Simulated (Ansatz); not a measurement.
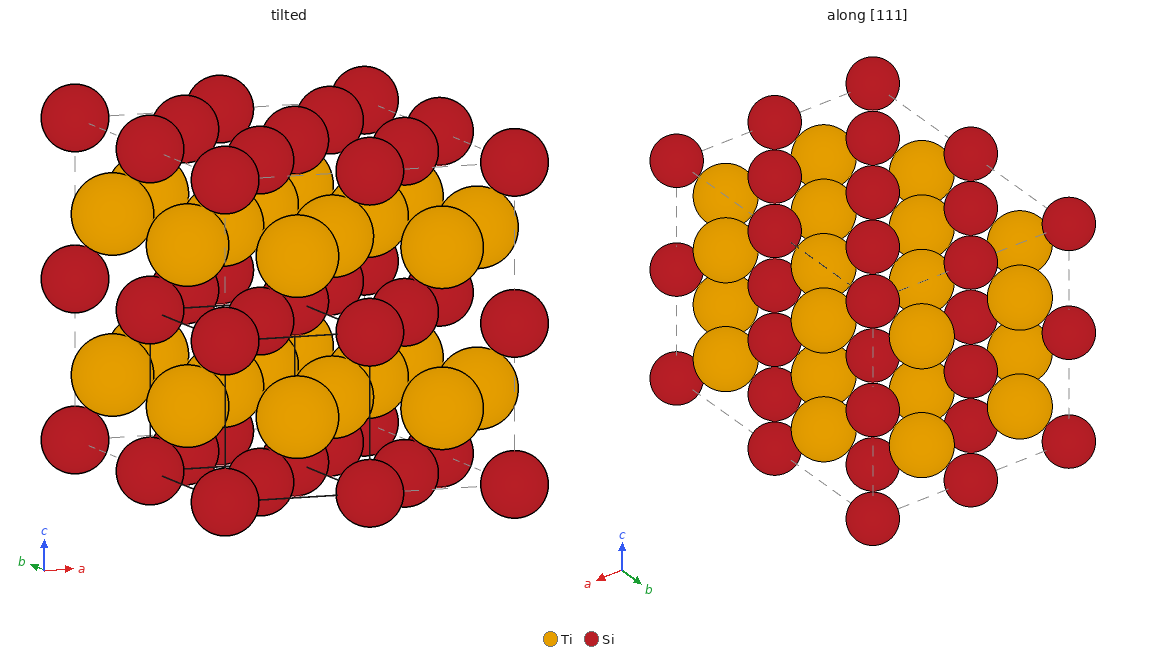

View slightly off an axis and along [111], drawn as a spheres-only model. The picture spans 2×2×2 cells, one conventional unit cell being drawn with solid lines. Cell: a = 3.065 Å, b = 4.132 Å, c = 3.224 Å, α = 90.00°, β = 90.00°, γ = 90.00°.

Summary of the structure:

- The formula is TiSi.
- The atoms follow space group Cmmm (No. 65); the Bravais lattice is base-centred orthorhombic.
- Content of the cell: 2 Ti, 2 Si (Z = 2).

It goes back to a structure listed in the Materials Project. The cell was then strained or its atoms displaced on purpose. A calculation with Ansatz used it as input.

At this level of theory the run's own cell isn't at rest (compressed, at 104 GPa), so its distances can differ from those at equilibrium, the more so the softer the solid.
